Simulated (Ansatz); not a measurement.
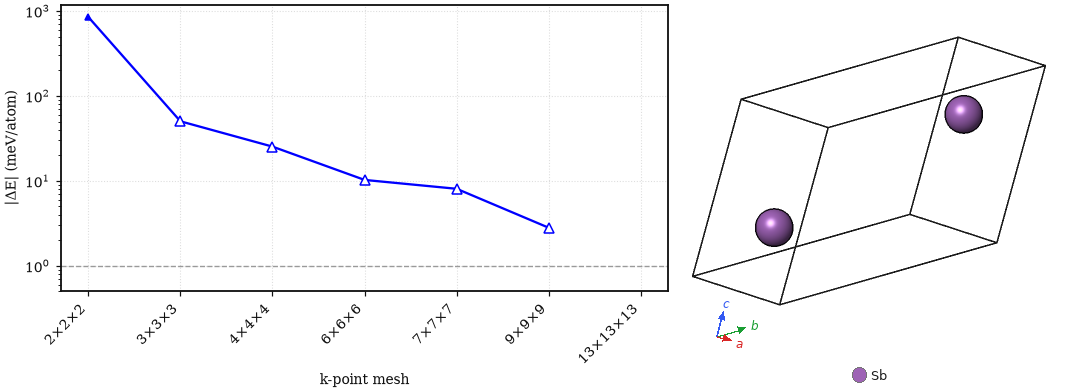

Beside the plot: the structure.

One cell, run at 7 values of the k-point mesh.
Sb (R-3m, 2 atoms in the cell); DFT, r2SCAN, plane waves (500 eV) with PAW, scalar-relativistic (Ansatz); Fermi–Dirac smearing of 0.1 eV.
ΔE is the free energy less its value at the densest setting, 13×13×13.
Dashed lines or grey bands mark the tolerance: 1 meV/atom.
On logarithmic panels, open markers lie below the reference value and filled ones above.

From which setting is the free energy converged to 1 meV/atom?

The free energy at the last setting but one, 9×9×9, is still more than 1 meV/atom from the densest setting's value, so the scan doesn't show it converged. It is off by 850 meV/atom at 2×2×2, 10 meV/atom at 6×6×6 and 2.8 meV/atom at 9×9×9 (on both sides of it).
